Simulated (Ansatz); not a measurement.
Run report: PtS₂, single-point calculation

- system: PtS₂ (slab, 12 atoms in the cell)
- method: DFT PBE+D3(BJ), scalar-relativistic, plane waves, PAW, no spin polarisation (Ansatz 0.2.0)

The structure derives from an entry of the Crystallography Open Database. It belongs to a series of runs on one base structure; here: the slab at its places in the relaxed adsorbed structure. Figures and captions count atoms from 1; the log counts them from 0 in places.

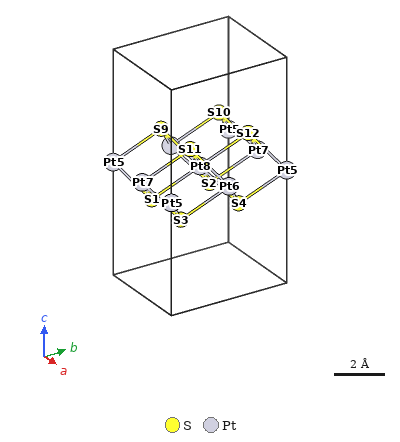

*The structure as given in the input (ball-and-stick view of the cell of the calculation, with the vacuum cut short, seen slightly off an axis; atoms are numbered from 1 in the order of the input).*

Near neighbours in the crystal (not all of them lie inside the picture): S has 3 Pt at 2.40 Å; Pt has 6 S at 2.40 Å.

**Input file**
```yaml
crystal:
  lattice:
    - [7.1666166682, 0.0, 0.0]
    - [-3.5833083341, 6.2064720939, 0.0]
    - [0.0, 0.0, 22.6283432108]
  atoms:
    - { symbol: S, position: [0.3333333333, 0.1666666667, 0.3535389191] }
    - { symbol: S, position: [0.3333333334, 0.6666666667, 0.3535389191] }
    - { symbol: S, position: [0.8333333333, 0.1666666667, 0.3535389191] }
    - { symbol: S, position: [0.8333333333, 0.6666666667, 0.3535389191] }
    - { symbol: Pt, position: [0.0001666301, 0.0003332603, 0.4071140599] }
    - { symbol: Pt, position: [0.0001339115, 0.499912019, 0.407500163] }
    - { symbol: Pt, position: [0.4999769062, -4.61877e-05, 0.4073398455] }
    - { symbol: Pt, position: [0.4997781076, 0.499912019, 0.407500163] }
    - { symbol: S, position: [0.1662230432, 0.3324460865, 0.4612378111] }
    - { symbol: S, position: [0.1661399589, 0.8339764251, 0.4609765346] }
    - { symbol: S, position: [0.6665067585, 0.3330135171, 0.4612792932] }
    - { symbol: S, position: [0.6678364663, 0.8339764251, 0.4609765346] }
basis:
  ecutwfc: 420
kpoints:
  mp_grid: { grid: [3, 3, 1] }
hamiltonian:
  xc: pbe
  dispersion: d3bj
scf:
  occupations: { method: gaussian, width: 0.05 }
output:
  forces: true
  eigenvalues: true
  write_density: true
  volumetric_format: npy
efield:
  axis: 3
  dipole_correction: true
  ramp_width: 0.04
```

Run on 2 threads of Arm Neoverse V1, 24 GiB of memory available, shared host.

Launched with:
```bash
ansatz run input.yaml --threads 2 --pin off --max-ram 5120MiB --backend cpu --events-out ev --progress --plain --runs-dir out
```

**Output**
```
Engine: ansatz 0.2.0, aarch64-unknown-linux-gnu
Pseudopotentials: kind: paw
Pseudopotential: S, paw, valence charge 6, recommended cutoff 420 eV (normal), S.paw.azcp
Pseudopotential: Pt, paw, valence charge 18, recommended cutoff 420 eV (normal), Pt.paw.azcp
Functional definition: PBE
  parameter kappa = 0.804
  parameter beta = 0.06672455060314922
  exchange = pbe_x(kappa = kappa, mu = beta*pi^2/3)
  correlation = pbe_c(beta = beta)
Crystal: 12 atoms, lattice volume = 1006.495 Å³
Basis set: ecut = 420 eV, 19533 PW (Γ), exchange–correlation on 96×96×320 points (8 copies of the dense FFT grid, shifted against one another)
Bands: 72, of which v1, the nominal top of the filled ones, is band 60 counted from 1 (59 counted from 0)
Symmetry: 2 space group operations
Space group: Cm (ITA 8), of the structure as read, at distance tolerance 1.0e-4 Å
k-points: 4 of 9 (time reversal used)
Non-local potential: S, projectors of the file, l = 0: 2, l = 1: 2, l = 2: 2
Non-local potential: Pt, projectors of the file, l = 0: 3, l = 1: 2, l = 2: 2, l = 3: 1
PAW form: soft (Blöchl's): semilocal exchange-correlation on the pseudo side does not see the compensation charge
PAW one-centre angular grid: S, 110 points (default); XC on 64 Gauss nodes
PAW one-centre angular grid: Pt, 590 points (default); XC on 64 Gauss nodes
Initial density: superposition of atomic densities (neutral atoms: chi_scale 0, normalization atom), corrected by the library's trained network
Initial wavefunctions: pseudopotential atomic-orbital guess
Functional: x = pbe(κ = 0.804, μ = 0.2195149727645171), c = pbe(β = 0.06672455060314922)
SCF iter   1: F=—  HF=-57316.255804 eV  |F-HF|=—  |Δ(HF+E_count)|=         —  Δρ=1.34e-3  dr2=1.51e-2  ethr=1.77e-3  p=0.000 e·Å  D=1.36e-5 V/Å  ΔV_dip=-0.00 eV  dr2_dipole=1.28e-7  V_vac-E_F(+/−)=5.43/5.43 eV  ⟨swp⟩=12.2  Hψ=1378  notcnv=0
efield: sawtooth ramp at fractional position 0.8874 (placed from the atoms, in the widest stretch of the axis that holds none; the zero of the levels goes with the place), width 0.0400; the density the first Hamiltonian is built on has a dipole p = 0.000 e·Å; the dipole correction subtracts the counter field D = 1.36e-5 V/Å, which shifts the + side's vacuum level by -0.00 eV against the − side's; the planar-averaged density in the ramp window peaks in size at 1.4e-6 e/Å³
preconditioner: auto → Resta (q_TF=auto, 1.914 Å⁻¹)  ε∞=2.7  [insulator: Δε(μ)=2.036 eV  Ē_g=8.383 eV  σ=0.050 eV  W_gap=1.00  n_scr=108 (ndim 8)  ℏωp=11.0 eV  f_vac=0.734  D(μ)=0.00/eV (n_scr^D=0)  ε∞_Penn≈2.7  vacuum switching on, ρ_ref=5.1e-3 e/Å³]
SCF iter   2: F=—  HF=-57316.255584 eV  |F-HF|=—  |Δ(HF+E_count)|=   2.20e-4  Δρ=7.05e-4  dr2=3.14e-3  ethr=1.26e-5  p=-0.000 e·Å  D=-2.89e-5 V/Å  ΔV_dip=0.00 eV  dr2_dipole=1.71e-7  V_vac-E_F(+/−)=5.38/5.38 eV  ⟨swp⟩=2.5  Hψ=623  notcnv=0  defer=13
SCF iter   3: F=—  HF=-57316.256916 eV  |F-HF|=—  |Δ(HF+E_count)|=   1.33e-3  Δρ=3.60e-4  dr2=2.18e-3  ethr=2.62e-6  p=0.000 e·Å  D=6.86e-5 V/Å  ΔV_dip=-0.00 eV  dr2_dipole=2.99e-6  V_vac-E_F(+/−)=5.35/5.36 eV  ⟨swp⟩=2.0  Hψ=446  notcnv=0  defer=13
SCF iter   4: F=—  HF=-57316.256638 eV  |F-HF|=—  |Δ(HF+E_count)|=   2.78e-4  Δρ=8.92e-5  dr2=1.12e-4  ethr=1.82e-6  p=-0.000 e·Å  D=-6.36e-5 V/Å  ΔV_dip=0.00 eV  dr2_dipole=1.48e-6  V_vac-E_F(+/−)=5.34/5.34 eV  ⟨swp⟩=2.0  Hψ=413  notcnv=0  defer=13
SCF iter   5: F=—  HF=-57316.256659 eV  |F-HF|=—  |Δ(HF+E_count)|=   2.05e-5  Δρ=5.18e-5  dr2=1.53e-4  ethr=9.33e-8  p=0.001 e·Å  D=2.02e-4 V/Å  ΔV_dip=-0.00 eV  dr2_dipole=2.24e-5  V_vac-E_F(+/−)=5.34/5.34 eV  ⟨swp⟩=2.2  Hψ=440  notcnv=0  defer=13
SCF iter   6: F=—  HF=-57316.256633 eV  |F-HF|=—  |Δ(HF+E_count)|=   2.57e-5  Δρ=2.46e-5  dr2=1.66e-5  ethr=9.33e-8  p=-0.000 e·Å  D=-4.53e-5 V/Å  ΔV_dip=0.00 eV  dr2_dipole=5.89e-7  V_vac-E_F(+/−)=5.34/5.34 eV  ⟨swp⟩=2.0  Hψ=340  notcnv=0  defer=13
SCF iter   7: F=—  HF=-57316.256784 eV  |F-HF|=—  |Δ(HF+E_count)|=   1.51e-4  Δρ=7.19e-6  dr2=7.86e-7  ethr=1.38e-8  p=-0.000 e·Å  D=-7.18e-6 V/Å  ΔV_dip=0.00 eV  dr2_dipole=1.67e-9  V_vac-E_F(+/−)=5.34/5.34 eV  ⟨swp⟩=2.0  Hψ=416  notcnv=0  defer=13
SCF iter   8: F=—  HF=-57316.256784 eV  |F-HF|=—  |Δ(HF+E_count)|=   2.50e-7  Δρ=7.29e-6  dr2=1.14e-6  ethr=6.55e-10  p=-0.000 e·Å  D=-9.61e-6 V/Å  ΔV_dip=0.00 eV  dr2_dipole=8.92e-10  V_vac-E_F(+/−)=5.34/5.34 eV  ⟨swp⟩=2.0  Hψ=457  notcnv=0  defer=13
SCF iter   9: F=-57316.256784 eV  HF=-57316.256784 eV  |F-HF|=1.13e-9  |Δ(HF+E_count)|=   1.48e-7  Δρ=9.86e-7  dr2=1.18e-8  ethr=8.33e-11  p=-0.000 e·Å  D=-8.34e-6 V/Å  ΔV_dip=0.00 eV  dr2_dipole=2.27e-12  V_vac-E_F(+/−)=5.34/5.34 eV  ⟨swp⟩=15.8  Hψ=1433  notcnv=0
SCF 1 converged in 9 iterations: F = -57316.256784 eV  dr2 = 1.18e-8
  greatest PAW one-centre occupation: 1.000 electrons in one spin orbital (limit 2), on the Pt atom at site 4 (counted from 0), in its partial waves of l = 0
SCF converged after 9 iterations
Free energy (F): -57316.256784 eV
Harris-Foulkes:  -57316.256784 eV  (|F-HF|=1.13e-9)
Internal energy: -57316.256784 eV  (E = F + TS)
E sigma→0 (E₀):  -57316.256784 eV
Fermi energy:    -1.746729 eV
Dipole field:    D = -0.000009 V/Å  (p = -0.000051 e·Å, saw-weighted, corrected)
Work function:   Φ+ = 5.3356 eV   Φ− = 5.3354 eV
Levels:          The Fermi level and band energies are counted from a zero that moves with the ramp; work functions are not
--- Per-component energies (eV) ---
  E_band       = -2798.621178
  E_kinetic    = 3394.875485
  E_local      = -91283.104117  (includes V_loc(G=0)·N_el)
  E_nonlocal   = 1020.312470
  E_hartree    = 43583.166440
  E_xc         = -1821.030692
  E_vxc        = -1906.837262  (∫ρ·V_xc dr)
  E_paw        = -42615.142791  (= ΣΔE_a)
  E_vpaw       = -1190.186728  (= ΣTr[D̂ρ^β])
  E_aug_tail   = 0.000759  (compensation charges beyond the density's cutoff)
  E_efield     = 0.000000  (sawtooth field / dipole correction)
  E_vefield    = -0.000001  (∫n·V_field dr)
  E_ewald      = 30407.910608
  E_disp       = -3.244947  (pairwise vdW)
  E_smearing   = -0.000000  (= −TS)
  E_closure    = 0.000000  (closes the sum)
  Σ components = -57316.256784   (vs F -57316.256784, Δ=0.00e0)
--- Forces (eV/Å), atoms counted from 1 ---
  atom   1  S      0.02013072     0.02854255    -0.01355467
  atom   2  S      0.00000000    -0.01520334     0.02306378
  atom   3  S     -0.02013072     0.02854255    -0.01355467
  atom   4  S      0.00000000    -0.03530876     0.00148875
  atom   5  Pt     0.00000000    -0.03711907     0.01764605
  atom   6  Pt    -0.04546033     0.00795254    -0.03774108
  atom   7  Pt     0.00000000     0.01366150    -0.00081083
  atom   8  Pt     0.04546033     0.00795254    -0.03774108
  atom   9  S      0.00000000     0.04711883    -0.00326359
  atom  10  S      0.05654898    -0.02810272     0.03720169
  atom  11  S      0.00000000     0.01006768    -0.01000729
  atom  12  S     -0.05654898    -0.02810272     0.03720169
  max |Σ_I F_I| component: 7.13e-5 eV/Å
--- Band table (eV) ---
  k-point 0: bands = ["-101.2976", "-101.2847", "-101.2825", "-101.2824", "-55.5430", "-55.5416", "-55.5316", "-55.5245", "-55.5228", "-55.5193", "-55.5148", "-55.5134", "-55.4036", "-55.3898", "-55.3876", "-55.3868", "-16.7735", "-15.1680", "-15.1669", "-15.1653", "-14.8264", "-14.8233", "-14.8152", "-14.5108", "-9.0786", "-9.0779", "-9.0737", "-8.3374", "-8.3370", "-7.8981", "-7.7295", "-7.7291", "-7.7139", "-6.7493", "-6.7360", "-6.7347", "-6.5198", "-6.5180", "-6.5177", "-5.6266", "-5.6265", "-4.9721", "-4.9714", "-4.9642", "-4.9062", "-4.8964", "-4.8935", "-4.8340", "-4.8315", "-4.8291", "-4.4569", "-4.4506", "-4.4462", "-4.1159", "-4.1152", "-4.1120", "-3.5237", "-3.4147", "-3.0820", "-3.0817", "-0.0002", "0.0027", "0.0056", "0.2104", "0.2183", "0.2212", "0.4312", "0.4322", "2.6291", "2.7510", "2.7560", "2.7774"]
  k-point 1: bands = ["-101.2976", "-101.2847", "-101.2825", "-101.2824", "-55.5419", "-55.5388", "-55.5282", "-55.5248", "-55.5236", "-55.5209", "-55.5190", "-55.5139", "-55.4036", "-55.3895", "-55.3879", "-55.3868", "-16.4430", "-15.6491", "-15.1616", "-15.1568", "-14.8493", "-14.8424", "-14.7688", "-14.5982", "-8.5994", "-8.5949", "-8.3498", "-8.2602", "-8.1349", "-7.8336", "-7.8326", "-7.7998", "-7.6095", "-7.4143", "-7.0745", "-7.0724", "-6.6521", "-6.3639", "-6.3528", "-6.2444", "-6.2444", "-6.1893", "-5.8486", "-5.8090", "-4.9049", "-4.8852", "-4.8660", "-4.7070", "-4.7052", "-4.4837", "-4.0315", "-4.0287", "-3.9145", "-3.6735", "-3.2318", "-3.2250", "-3.1865", "-3.0249", "-3.0058", "-2.8053", "-0.7304", "-0.6498", "-0.6058", "-0.5895", "-0.1742", "-0.1614", "0.0589", "0.1014", "2.9269", "3.3277", "3.5054", "3.5185"]
  k-point 2: bands = ["-101.2976", "-101.2847", "-101.2825", "-101.2824", "-55.5410", "-55.5395", "-55.5293", "-55.5257", "-55.5224", "-55.5201", "-55.5178", "-55.5153", "-55.4036", "-55.3896", "-55.3875", "-55.3871", "-16.4430", "-15.6491", "-15.1599", "-15.1586", "-14.8476", "-14.8439", "-14.7689", "-14.5982", "-8.5976", "-8.5965", "-8.3493", "-8.2608", "-8.1343", "-7.8342", "-7.8322", "-7.8001", "-7.6095", "-7.4144", "-7.0755", "-7.0717", "-6.6520", "-6.3628", "-6.3540", "-6.2454", "-6.2438", "-6.1895", "-5.8483", "-5.8094", "-4.9005", "-4.8894", "-4.8660", "-4.7073", "-4.7046", "-4.4838", "-4.0317", "-4.0281", "-3.9146", "-3.6732", "-3.2296", "-3.2276", "-3.1864", "-3.0245", "-3.0059", "-2.8056", "-0.7304", "-0.6505", "-0.6043", "-0.5896", "-0.1699", "-0.1661", "0.0613", "0.0982", "2.9269", "3.3276", "3.5068", "3.5173"]
  k-point 3: bands = ["-101.2976", "-101.2847", "-101.2825", "-101.2824", "-55.5398", "-55.5385", "-55.5265", "-55.5260", "-55.5241", "-55.5205", "-55.5197", "-55.5160", "-55.4036", "-55.3895", "-55.3878", "-55.3871", "-15.8807", "-15.8664", "-15.8626", "-14.8858", "-14.8819", "-14.7321", "-14.7294", "-14.7254", "-8.1305", "-8.0416", "-8.0351", "-8.0323", "-7.9685", "-7.9582", "-7.9501", "-7.8816", "-7.8798", "-7.3342", "-7.3269", "-7.3242", "-6.5698", "-6.5583", "-6.5496", "-6.4448", "-6.4436", "-6.4389", "-6.1825", "-6.1802", "-5.2446", "-4.9799", "-4.8424", "-4.8404", "-4.8351", "-3.5754", "-3.5684", "-3.5670", "-3.5033", "-3.5004", "-3.2785", "-3.2740", "-3.2705", "-2.7667", "-2.7642", "-2.7620", "-0.6665", "-0.6616", "-0.6592", "-0.6531", "-0.6424", "-0.6388", "-0.6187", "-0.6105", "4.0733", "4.0767", "4.0808", "4.1158"]
```

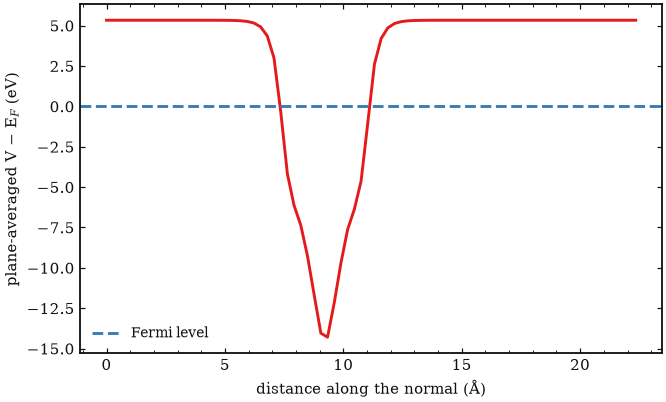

*Plane average of the electrostatic potential energy of an electron across the cell, from the Fermi level.*

The vacuum level lies 5.34 eV above the Fermi level.

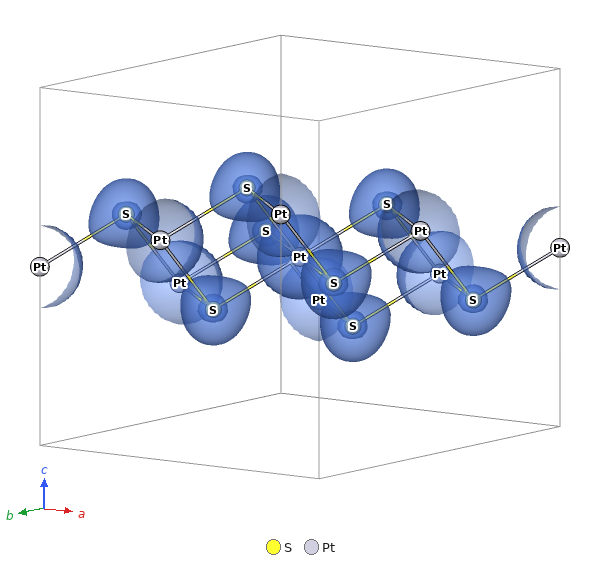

*Isosurface of the valence charge density (pseudo) at 0.8 e/Å³ (blue), seen at an oblique angle. Sticks mark near contacts.*

At this value the density breaks into separate islands; it holds about 60 % of the electrons treated as valence (semicore included). It is pinched off along the Pt–S (2.40 Å) contacts. On the grid the lowest density along these lines, outside the cores, is 0.66 e/Å³ (Pt–S, 2.40 Å). Core electrons are frozen (PAW), so the fields are smoothed inside the atomic spheres.

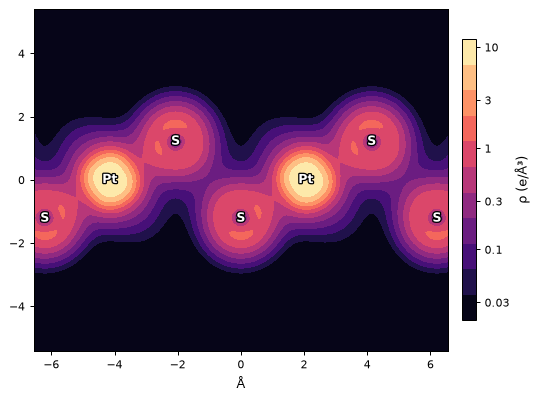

*Valence pseudo-density on the (110) plane of the calculation cell, a cut from vacuum to vacuum.*

The section cuts through S and Pt sites. Pt–S (2.40 Å): the density is about 0.65 e/Å³ at the midpoint. The density dies away to nearly zero in the vacuum.

**Summary**

- outcome: converged
- electrons treated: 120
- free energy: −57316.2568 eV
- work function, top face: 5.34 eV
- work function, bottom face: 5.34 eV
- Fermi energy: −1.747 eV
- gap on the k-point mesh: 2.03 eV
- work function (upper face): 5.34 eV
- largest force (length of the vector): 0.073 eV/Å
- wall time: 21 s (CPU time 37 s)
- peak memory: 1.2 GiB

Spin–orbit coupling is left out, which matters for Pt.
